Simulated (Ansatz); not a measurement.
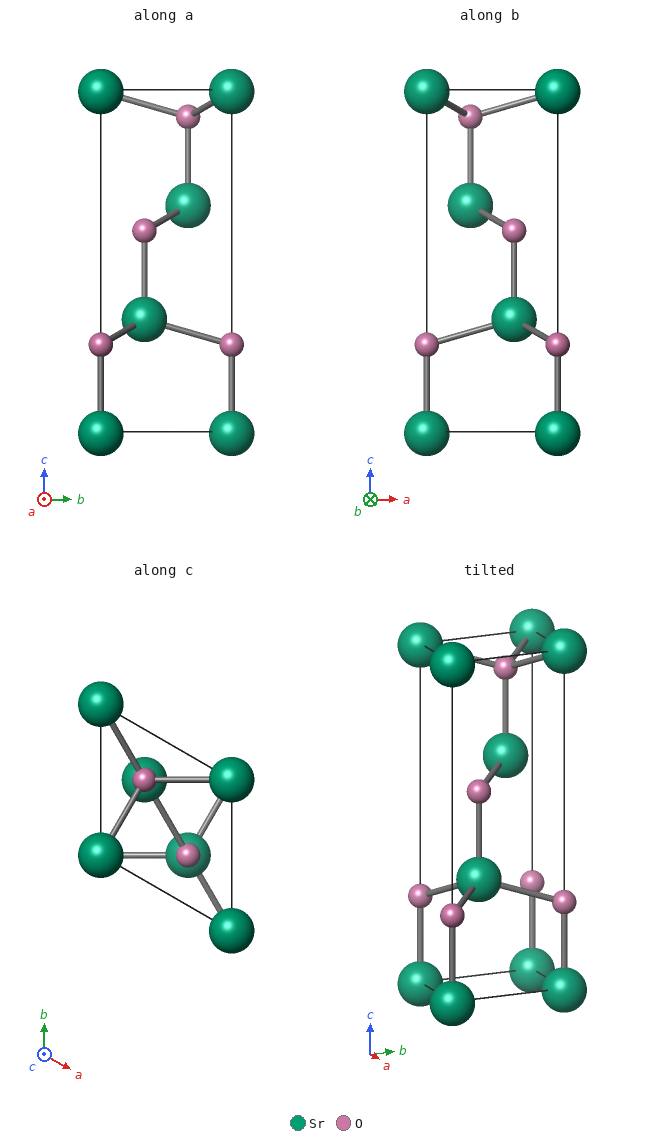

An orthographic ball-and-stick view of the structure, along the a axis, along the b axis, along the c axis and slightly off an axis. The wireframe shows the conventional unit cell.

Lattice parameters: a = 4.105 Å, b = 4.105 Å, c = 9.288 Å, α = 90.00°, β = 90.00°, γ = 120.00°.

### Record the structure as a table of Wyckoff sites, with free fractional coordinates to two decimals.

Space group R3m:H (No. 160).
| atom | site | x | y | z |
| --- | --- | --- | --- | --- |
| Sr | 3a | 0.3333 | 0.6667 | 0.66 |
| O | 3a | 0.3333 | 0.6667 | 0.92 |

The cell started as a structure type filled with these elements by a generator (whether the compound takes this form wasn't checked). The cell was then strained or its atoms displaced on purpose. It was the input of a calculation with Ansatz.
